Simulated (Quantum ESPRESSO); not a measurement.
## Run report: SnSe2, band-structure run (part 2 of 2)

SnSe2 (P-3m1, 3 atoms in the cell); Kohn-Sham DFT of a periodic cell, PBE, spin-orbit coupling, PseudoDojo 0.4 FR PBE standard, no spin polarisation (Quantum ESPRESSO 7.5); cutoff 1170.09 eV, 7×7×4 k-mesh, fermi-dirac of 0.05 eV. The structure derives from an entry of the Crystallography Open Database.

Geometry of the input (Å; fractional positions):
```
3.8110  0.0000  0.0000
-1.9055  3.3004  0.0000
0.0000  0.0000  6.1360
Sn 0.0000  0.0000  0.0000
Se 0.6667  0.3333  0.7510
Se 0.3333  0.6667  0.2490
```

The program's output, continued:
```
          k = 0.0000 0.3665 0.1725 (  7027 PWs)   bands (ev):

   -38.7980 -38.7980 -38.7980 -38.7980 -38.7474 -38.7474 -38.7472 -38.7472
   -37.9145 -37.9145 -37.9145 -37.9145 -37.8713 -37.8713 -37.8711 -37.8711
   -37.8496 -37.8496 -37.8494 -37.8494 -13.2886 -13.2886 -13.2708 -13.2708
   -12.2731 -12.2731 -12.2449 -12.2449 -12.2171 -12.2171  -4.5800  -4.5800
    -3.3539  -3.3539   2.2148   2.2148   5.0862   5.0862   6.1209   6.1209
     6.5279   6.5279   7.6917   7.6917   8.2275   8.2275   9.9171   9.9171
    12.9870  12.9870  14.4326  14.4326  15.0369  15.0369  15.5311  15.5311
    16.8613  16.8613  17.4578  17.4578  18.3512  18.3512  19.0243  19.0244

          k = 0.0000 0.3665-0.3450 (  7034 PWs)   bands (ev):

   -38.7980 -38.7980 -38.7980 -38.7980 -38.7474 -38.7474 -38.7473 -38.7473
   -37.9145 -37.9145 -37.9145 -37.9145 -37.8713 -37.8713 -37.8712 -37.8712
   -37.8495 -37.8495 -37.8495 -37.8495 -13.2886 -13.2886 -13.2708 -13.2708
   -12.2731 -12.2731 -12.2449 -12.2449 -12.2171 -12.2171  -4.4967  -4.4967
    -3.4858  -3.4858   2.3566   2.3566   4.8128   4.8128   6.4668   6.4668
     6.8147   6.8147   7.2671   7.2671   8.1146   8.1146  10.0868  10.0868
    13.0757  13.0757  14.2549  14.2549  14.5383  14.5383  15.2454  15.2454
    17.4985  17.4985  17.9935  17.9935  18.7359  18.7359  19.1889  19.1890

          k = 0.0000 0.5497 0.0000 (  7028 PWs)   bands (ev):

   -38.7979 -38.7979 -38.7979 -38.7979 -38.7474 -38.7474 -38.7472 -38.7472
   -37.9144 -37.9144 -37.9143 -37.9143 -37.8713 -37.8713 -37.8712 -37.8712
   -37.8495 -37.8495 -37.8494 -37.8494 -13.2908 -13.2908 -13.2702 -13.2702
   -12.2820 -12.2820 -12.2434 -12.2434 -12.2088 -12.2088  -3.9350  -3.9350
    -3.1568  -3.1568   1.5015   1.5015   4.1815   4.1815   5.5802   5.5802
     6.0061   6.0061   7.5316   7.5316   8.3035   8.3035   9.8064   9.8064
    12.4140  12.4140  14.0780  14.0780  14.1113  14.1113  15.7440  15.7440
    18.3776  18.3776  19.1016  19.1016  20.6776  20.6776  20.9002  20.9002

          k = 0.0000 0.5497 0.1725 (  7004 PWs)   bands (ev):

   -38.7980 -38.7980 -38.7979 -38.7979 -38.7474 -38.7474 -38.7473 -38.7473
   -37.9144 -37.9144 -37.9143 -37.9143 -37.8713 -37.8713 -37.8712 -37.8712
   -37.8495 -37.8495 -37.8494 -37.8494 -13.2908 -13.2908 -13.2702 -13.2702
   -12.2820 -12.2820 -12.2434 -12.2434 -12.2088 -12.2088  -3.8845  -3.8845
    -3.2041  -3.2041   1.3935   1.3935   4.0800   4.0800   5.9338   5.9338
     6.2074   6.2074   7.5966   7.5966   8.1106   8.1106   9.3924   9.3924
    12.6848  12.6848  14.4509  14.4509  14.6020  14.6020  14.9514  14.9514
    17.6475  17.6475  19.3076  19.3076  20.0602  20.0602  20.2918  20.2918

          k = 0.0000 0.5497-0.3450 (  6996 PWs)   bands (ev):

   -38.7979 -38.7979 -38.7979 -38.7979 -38.7473 -38.7473 -38.7473 -38.7473
   -37.9144 -37.9144 -37.9143 -37.9143 -37.8712 -37.8712 -37.8712 -37.8712
   -37.8495 -37.8495 -37.8494 -37.8494 -13.2908 -13.2908 -13.2703 -13.2703
   -12.2821 -12.2821 -12.2434 -12.2434 -12.2088 -12.2088  -3.8226  -3.8226
    -3.2699  -3.2699   1.3924   1.3924   3.7933   3.7933   6.0758   6.0758
     6.6359   6.6359   7.6218   7.6218   7.9584   7.9584   9.5281   9.5281
    12.8800  12.8800  13.5693  13.5693  14.5409  14.5409  14.9027  14.9027
    18.5263  18.5263  19.2893  19.2893  19.9485  19.9485  20.1021  20.1022

          k = 0.1587 0.2749 0.0000 (  7017 PWs)   bands (ev):

   -38.7981 -38.7981 -38.7980 -38.7980 -38.7475 -38.7475 -38.7472 -38.7472
   -37.9145 -37.9145 -37.9145 -37.9145 -37.8714 -37.8714 -37.8710 -37.8710
   -37.8497 -37.8497 -37.8494 -37.8494 -13.2879 -13.2879 -13.2710 -13.2710
   -12.2697 -12.2697 -12.2453 -12.2453 -12.2203 -12.2203  -4.8298  -4.8298
    -3.3075  -3.3075   2.4196   2.4196   5.3091   5.3091   5.5237   5.5237
     7.4146   7.4146   7.5714   7.5714   8.5519   8.5519  10.9163  10.9163
    13.1899  13.1899  13.4540  13.4540  14.2107  14.2107  15.5497  15.5497
    15.9073  15.9073  18.5103  18.5103  18.6897  18.6897  18.9332  18.9333

          k = 0.1587 0.2749 0.1725 (  7019 PWs)   bands (ev):

   -38.7981 -38.7981 -38.7980 -38.7980 -38.7474 -38.7474 -38.7472 -38.7472
   -37.9145 -37.9145 -37.9145 -37.9145 -37.8713 -37.8713 -37.8711 -37.8711
   -37.8496 -37.8496 -37.8494 -37.8494 -13.2879 -13.2879 -13.2710 -13.2710
   -12.2697 -12.2697 -12.2453 -12.2453 -12.2203 -12.2203  -4.7576  -4.7576
    -3.4380  -3.4380   2.5470   2.5470   5.3448   5.3448   5.7862   5.7862
     7.0701   7.0701   7.5608   7.5608   8.3592   8.3592  10.8529  10.8529
    13.0588  13.0588  13.7037  13.7037  14.5283  14.5283  15.3301  15.3301
    16.5284  16.5284  17.4430  17.4430  18.6476  18.6476  19.4507  19.4508

          k = 0.1587 0.2749-0.3450 (  7014 PWs)   bands (ev):

   -38.7981 -38.7981 -38.7980 -38.7980 -38.7474 -38.7474 -38.7473 -38.7473
   -37.9145 -37.9145 -37.9145 -37.9145 -37.8713 -37.8713 -37.8712 -37.8712
   -37.8496 -37.8496 -37.8495 -37.8495 -13.2879 -13.2879 -13.2710 -13.2710
   -12.2697 -12.2697 -12.2453 -12.2453 -12.2203 -12.2203  -4.6707  -4.6707
    -3.5808  -3.5808   2.6730   2.6730   5.4209   5.4209   6.0651   6.0651
     6.8579   6.8579   7.5955   7.5955   7.8798   7.8798  10.8418  10.8418
    12.9666  12.9666  14.3933  14.3933  14.4841  14.4841  15.1236  15.1236
    16.6688  16.6688  17.9112  17.9112  17.9773  17.9773  19.6091  19.6096

          k = 0.1587 0.4581 0.0000 (  7004 PWs)   bands (ev):

   -38.7980 -38.7980 -38.7979 -38.7979 -38.7474 -38.7474 -38.7472 -38.7472
   -37.9144 -37.9144 -37.9144 -37.9144 -37.8713 -37.8713 -37.8711 -37.8711
   -37.8495 -37.8495 -37.8494 -37.8494 -13.2880 -13.2880 -13.2720 -13.2720
   -12.2755 -12.2755 -12.2467 -12.2467 -12.2131 -12.2131  -4.1611  -4.1611
    -3.1146  -3.1146   1.7564   1.7564   4.4946   4.4946   5.2296   5.2296
     6.2245   6.2245   7.3071   7.3071   8.0772   8.0772  10.3710  10.3710
    13.5846  13.5846  13.9325  13.9325  14.8736  14.8736  15.2899  15.2899
    16.6131  16.6131  18.6715  18.6715  19.9715  19.9715  20.1325  20.1325

          k = 0.1587 0.4581 0.1725 (  7009 PWs)   bands (ev):

   -38.7980 -38.7980 -38.7979 -38.7979 -38.7474 -38.7474 -38.7472 -38.7472
   -37.9144 -37.9144 -37.9144 -37.9144 -37.8713 -37.8713 -37.8711 -37.8711
   -37.8495 -37.8495 -37.8494 -37.8494 -13.2881 -13.2881 -13.2720 -13.2720
   -12.2756 -12.2756 -12.2467 -12.2467 -12.2131 -12.2131  -4.1017  -4.1017
    -3.1904  -3.1904   1.7030   1.7030   4.5487   4.5487   5.2445   5.2445
     6.4710   6.4710   7.0262   7.0262   8.2575   8.2575  10.2733  10.2733
    13.4911  13.4911  14.0033  14.0033  15.1652  15.1652  15.4402  15.4402
    16.4582  16.4582  18.3010  18.3010  18.4053  18.4053  20.7683  20.7684

          k = 0.1587 0.4581-0.3450 (  7000 PWs)   bands (ev):

   -38.7980 -38.7980 -38.7979 -38.7979 -38.7473 -38.7473 -38.7473 -38.7473
   -37.9144 -37.9144 -37.9144 -37.9144 -37.8712 -37.8712 -37.8712 -37.8712
   -37.8495 -37.8495 -37.8494 -37.8494 -13.2881 -13.2881 -13.2721 -13.2721
   -12.2756 -12.2756 -12.2467 -12.2467 -12.2131 -12.2131  -4.0303  -4.0303
    -3.2827  -3.2827   1.7465   1.7465   4.2621   4.2621   5.4478   5.4478
     6.2504   6.2504   7.7592   7.7592   7.9583   7.9583  10.4731  10.4731
    13.2832  13.2832  14.1705  14.1705  14.4257  14.4257  15.1873  15.1873
    17.2388  17.2388  18.0340  18.0340  18.2689  18.2689  19.9925  19.9925

          k = 0.1587 0.6413 0.0000 (  7012 PWs)   bands (ev):

   -38.7979 -38.7979 -38.7979 -38.7979 -38.7473 -38.7473 -38.7473 -38.7473
   -37.9143 -37.9143 -37.9143 -37.9143 -37.8713 -37.8713 -37.8712 -37.8712
   -37.8495 -37.8495 -37.8494 -37.8494 -13.2887 -13.2887 -13.2721 -13.2721
   -12.2787 -12.2787 -12.2469 -12.2469 -12.2095 -12.2095  -3.6530  -3.6530
    -3.1803  -3.1803   1.2909   1.2909   4.2703   4.2703   5.3453   5.3453
     5.7508   5.7508   7.3180   7.3180   7.5365   7.5365  10.1081  10.1081
    13.5131  13.5131  13.8089  13.8089  14.9295  14.9295  15.8222  15.8222
    18.0606  18.0606  18.9210  18.9210  20.4714  20.4714  20.6049  20.6049

          k = 0.1587 0.6413 0.1725 (  7015 PWs)   bands (ev):

   -38.7979 -38.7979 -38.7979 -38.7979 -38.7473 -38.7473 -38.7473 -38.7473
   -37.9143 -37.9143 -37.9143 -37.9143 -37.8713 -37.8713 -37.8712 -37.8712
   -37.8495 -37.8495 -37.8494 -37.8494 -13.2887 -13.2887 -13.2721 -13.2721
   -12.2788 -12.2788 -12.2470 -12.2470 -12.2095 -12.2095  -3.6151  -3.6151
    -3.2074  -3.2074   1.2610   1.2610   4.0268   4.0268   5.1895   5.1895
     6.0139   6.0139   7.4206   7.4206   7.9631   7.9631  10.1391  10.1391
    13.3730  13.3730  14.1031  14.1031  14.6229  14.6229  14.9473  14.9473
    18.1078  18.1078  19.0875  19.0875  19.4307  19.4307  20.7359  20.7360

          k = 0.1587 0.6413-0.3450 (  7028 PWs)   bands (ev):

   -38.7979 -38.7979 -38.7979 -38.7979 -38.7473 -38.7473 -38.7473 -38.7473
   -37.9143 -37.9143 -37.9143 -37.9143 -37.8712 -37.8712 -37.8712 -37.8712
   -37.8494 -37.8494 -37.8494 -37.8494 -13.2888 -13.2888 -13.2721 -13.2721
   -12.2788 -12.2788 -12.2470 -12.2470 -12.2095 -12.2095  -3.5700  -3.5700
    -3.2417  -3.2417   1.2324   1.2324   3.8231   3.8231   5.1702   5.1702
     6.0000   6.0000   7.9207   7.9207   8.1483   8.1483  10.1695  10.1695
    13.2118  13.2118  13.9259  13.9259  14.1900  14.1900  15.1048  15.1048
    17.1754  17.1754  19.5399  19.5399  19.6985  19.6985  20.0770  20.0770

          k = 0.3174 0.5497 0.0000 (  7009 PWs)   bands (ev):

   -38.7979 -38.7979 -38.7979 -38.7979 -38.7473 -38.7473 -38.7473 -38.7473
   -37.9143 -37.9143 -37.9143 -37.9143 -37.8713 -37.8713 -37.8712 -37.8712
   -37.8495 -37.8495 -37.8494 -37.8494 -13.2848 -13.2848 -13.2754 -13.2754
   -12.2703 -12.2703 -12.2545 -12.2545 -12.2116 -12.2116  -3.5622  -3.5622
    -3.1393  -3.1393   1.2116   1.2116   4.6016   4.6016   4.9430   4.9430
     5.6348   5.6348   6.7838   6.7838   7.4497   7.4497  10.1154  10.1154
    14.7897  14.7897  15.1636  15.1636  15.4632  15.4632  15.6588  15.6588
    16.4540  16.4540  18.0074  18.0074  20.1147  20.1147  20.5055  20.5055

          k = 0.3174 0.5497 0.1725 (  7010 PWs)   bands (ev):

   -38.7979 -38.7979 -38.7979 -38.7979 -38.7473 -38.7473 -38.7473 -38.7473
   -37.9143 -37.9143 -37.9143 -37.9143 -37.8713 -37.8713 -37.8712 -37.8712
   -37.8494 -37.8494 -37.8494 -37.8494 -13.2848 -13.2848 -13.2754 -13.2754
   -12.2704 -12.2704 -12.2546 -12.2546 -12.2116 -12.2116  -3.5294  -3.5294
    -3.1629  -3.1629   1.2326   1.2326   4.3405   4.3405   4.7668   4.7668
     5.4099   5.4099   7.3028   7.3028   7.9570   7.9570  10.5667  10.5667
    13.7012  13.7012  14.5128  14.5128  15.2821  15.2821  15.9398  15.9398
    16.5850  16.5850  18.3360  18.3360  18.8574  18.8574  20.1143  20.1147

          k = 0.3174 0.5497-0.3450 (  7004 PWs)   bands (ev):

   -38.7979 -38.7979 -38.7979 -38.7979 -38.7473 -38.7473 -38.7473 -38.7473
   -37.9143 -37.9143 -37.9143 -37.9143 -37.8713 -37.8713 -37.8712 -37.8712
   -37.8494 -37.8494 -37.8494 -37.8494 -13.2848 -13.2848 -13.2755 -13.2755
   -12.2705 -12.2705 -12.2546 -12.2546 -12.2115 -12.2115  -3.4908  -3.4908
    -3.1923  -3.1923   1.2538   1.2538   4.1937   4.1937   4.5439   4.5439
     5.2273   5.2273   8.0414   8.0414   8.2525   8.2525  11.0187  11.0187
    13.1317  13.1317  13.6821  13.6821  14.8159  14.8159  16.4791  16.4791
    17.0729  17.0729  17.1598  17.1598  18.4065  18.4065  20.2730  20.2730

          k = 0.0000 0.1832-0.1725 (  7032 PWs)   bands (ev):

   -38.7982 -38.7982 -38.7981 -38.7981 -38.7475 -38.7475 -38.7472 -38.7472
   -37.9146 -37.9146 -37.9146 -37.9146 -37.8714 -37.8714 -37.8710 -37.8710
   -37.8497 -37.8497 -37.8494 -37.8494 -13.2888 -13.2888 -13.2695 -13.2695
   -12.2679 -12.2679 -12.2418 -12.2418 -12.2251 -12.2251  -5.1416  -5.1416
    -3.6667  -3.6667   2.8823   2.8823   6.1448   6.1448   7.0242   7.0242
     7.2927   7.2927   8.1071   8.1071   8.5053   8.5053  11.0565  11.0565
    12.2171  12.2171  13.3099  13.3099  13.5591  13.5591  15.7192  15.7192
    16.9011  16.9011  17.8753  17.8753  18.0704  18.0704  18.8693  18.8694

          k = 0.0000 0.3665-0.1725 (  7027 PWs)   bands (ev):

   -38.7980 -38.7980 -38.7980 -38.7980 -38.7474 -38.7474 -38.7472 -38.7472
   -37.9145 -37.9145 -37.9145 -37.9145 -37.8713 -37.8713 -37.8711 -37.8711
   -37.8496 -37.8496 -37.8494 -37.8494 -13.2886 -13.2886 -13.2708 -13.2708
   -12.2731 -12.2731 -12.2448 -12.2448 -12.2171 -12.2171  -4.5810  -4.5810
    -3.3580  -3.3580   2.4037   2.4037   4.5441   4.5441   6.0523   6.0523
     6.5105   6.5105   8.1473   8.1473   8.4075   8.4075  10.4485  10.4485
    12.6276  12.6276  13.8703  13.8703  14.1928  14.1928  14.9148  14.9148
    17.5780  17.5780  18.4909  18.4909  19.1281  19.1281  19.8035  19.8043

          k = 0.0000 0.5497-0.1725 (  7004 PWs)   bands (ev):

   -38.7979 -38.7979 -38.7979 -38.7979 -38.7473 -38.7473 -38.7473 -38.7473
   -37.9144 -37.9144 -37.9143 -37.9143 -37.8713 -37.8713 -37.8712 -37.8712
   -37.8495 -37.8495 -37.8494 -37.8494 -13.2908 -13.2908 -13.2702 -13.2702
   -12.2820 -12.2820 -12.2434 -12.2434 -12.2088 -12.2088  -3.8830  -3.8830
    -3.2123  -3.2123   1.4966   1.4966   3.8699   3.8699   5.8329   5.8329
     6.1350   6.1350   7.9222   7.9222   8.2023   8.2023   9.5977   9.5977
    12.5739  12.5739  13.9101  13.9101  14.4271  14.4271  14.7121  14.7121
    18.4511  18.4511  19.6825  19.6825  20.5387  20.5388  21.0591  21.0594

          k =-0.1587 0.4581-0.1725 (  7009 PWs)   bands (ev):

   -38.7980 -38.7980 -38.7979 -38.7979 -38.7474 -38.7474 -38.7473 -38.7473
   -37.9144 -37.9144 -37.9144 -37.9144 -37.8713 -37.8713 -37.8712 -37.8712
   -37.8495 -37.8495 -37.8494 -37.8494 -13.2881 -13.2881 -13.2720 -13.2720
   -12.2756 -12.2756 -12.2467 -12.2467 -12.2131 -12.2131  -4.1016  -4.1016
    -3.1951  -3.1951   1.8004   1.8004   4.1935   4.1935   5.5786   5.5786
     6.0214   6.0214   7.4373   7.4373   8.2884   8.2884  10.5916  10.5916
    13.1056  13.1056  14.0730  14.0730  14.3607  14.3607  15.1929  15.1929
    17.1032  17.1032  18.6647  18.6647  19.4066  19.4067  19.9849  19.9849

     the Fermi energy is     9.0305 ev

!    total energy              =    -642.45949043 Ry
     estimated scf accuracy    <          9.0E-11 Ry
     smearing contrib. (-TS)   =      -0.00000306 Ry
     internal energy E=F+TS    =    -642.45948737 Ry

     The total energy is F=E-TS. E is the sum of the following terms:
     one-electron contribution =    -352.59602972 Ry
     hartree contribution      =     192.19334521 Ry
     xc contribution           =    -141.00878864 Ry
     ewald contribution        =    -341.04801423 Ry

     convergence has been achieved in   9 iterations

     Forces acting on atoms (cartesian axes, Ry/au):

     atom    1 type  1   force =     0.00000000    0.00000000    0.00000000
     atom    2 type  2   force =     0.00000000    0.00000000   -0.03210197
     atom    3 type  2   force =    -0.00000000    0.00000000    0.03210197

     Total force =     0.045399     Total SCF correction =     0.000004

     Computing stress (Cartesian axis) and pressure

          total   stress  (Ry/bohr**3)                   (kbar)     P=       58.56
   0.00036776   0.00000000  -0.00000000           54.10        0.00       -0.00
   0.00000000   0.00036776  -0.00000000            0.00       54.10       -0.00
   0.00000000   0.00000000   0.00045871            0.00        0.00       67.48

=------------------------------------------------------------------------------=
   JOB DONE.
=------------------------------------------------------------------------------=
```

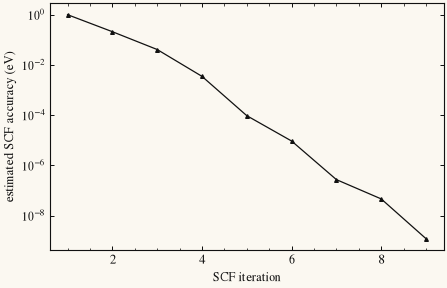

Fig. 1: Convergence of the self-consistent field: estimated SCF accuracy against the iteration. The field takes 9 iterations in all.

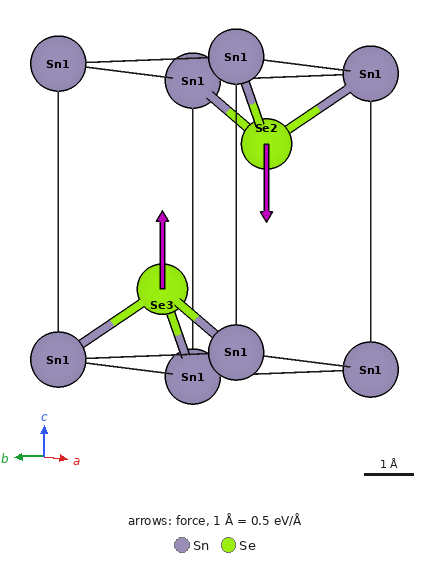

Fig. 2: Forces on the atoms as pink arrows (ball-and-stick view of the cell of the calculation, seen at an oblique angle; atoms are numbered from 1 in the order of the input). The largest act on Se2, Se3 (0.83 eV/Å). The geometry is not a stationary point of this energy.

Key numbers:

```json
{"quantity": "outcome", "value": "converged"}
{"quantity": "space group (tolerance 0.01 Å)", "value": "P-3m1 (164)"}
{"quantity": "electrons treated", "value": "46"}
{"quantity": "free energy", "value": "−8741.1067 eV"}
{"quantity": "Fermi energy of the self-consistent step", "value": "9.030 eV"}
{"quantity": "gap on the k-point mesh", "value": "0.74 eV"}
{"quantity": "gap on the band path", "value": "0.71 eV"}
{"quantity": "pressure", "value": "5.86 GPa"}
{"quantity": "largest force (length of the vector)", "value": "0.825 eV/Å"}
{"quantity": "wall time", "value": "25 min"}
{"quantity": "peak memory", "value": "0.93 GiB"}
```

Notes:

The cell is under a pressure of 5.9 GPa at this level, so it is not at its equilibrium volume.
